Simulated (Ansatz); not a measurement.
System: WS₃ (slab).

```yaml
crystal:
  lattice:
    - [3.15955, 0.00000, 0.00000]
    - [-1.57977, 2.73625, 0.00000]
    - [0.00000, 0.00000, 18.65213]
  atoms:
    - { symbol: S, position: [0.33333, 0.66667, 0.21445] }
    - { symbol: W, position: [0.66667, 0.33333, 0.29895] }
    - { symbol: S, position: [0.33333, 0.66667, 0.38345] }
    - { symbol: S, position: [0.33333, 0.16667, 0.54532] }
```

PAW files of the earlier set (soft_1); the program warned that a starting moment wasn't kept; spin-polarised.

Level of theory: Ansatz 0.2.0, DFT PBE+D3(BJ), scalar-relativistic, plane waves, PAW.

> What will maps of the valence pseudo-density, electron localisation function and spin density show?

W–S (2.41 Å): ρ at the midpoint is about 0.63 e/Å³; the ELF peaks at about 0.85 in the valence shell of S, 0.8 Å from its nucleus, and is about 0.50 at the midpoint.
The spin density sits on S: +0.6 μB in one cell of 4 atoms: a single local moment. The cell of the calculation (4 atoms) carries 0.7 μB of net spin moment.

> Metal or insulator at this level of theory?

It is metallic or semimetallic at this level of theory: no gap opens.

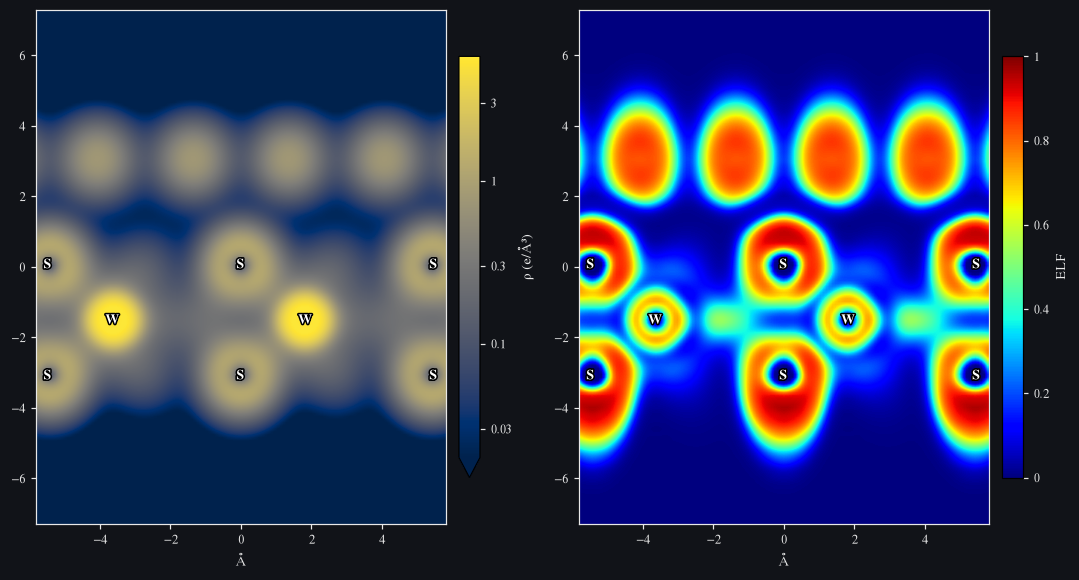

Computed valence pseudo-density and electron localisation function on the (110) plane of the calculation cell, a cut from vacuum to vacuum, in this order. Atoms just off the plane (S, 0.8 Å away) can leave unmarked features too.

The density is the valence pseudo-density of a PAW calculation; it isn't the true density close to the nuclei.
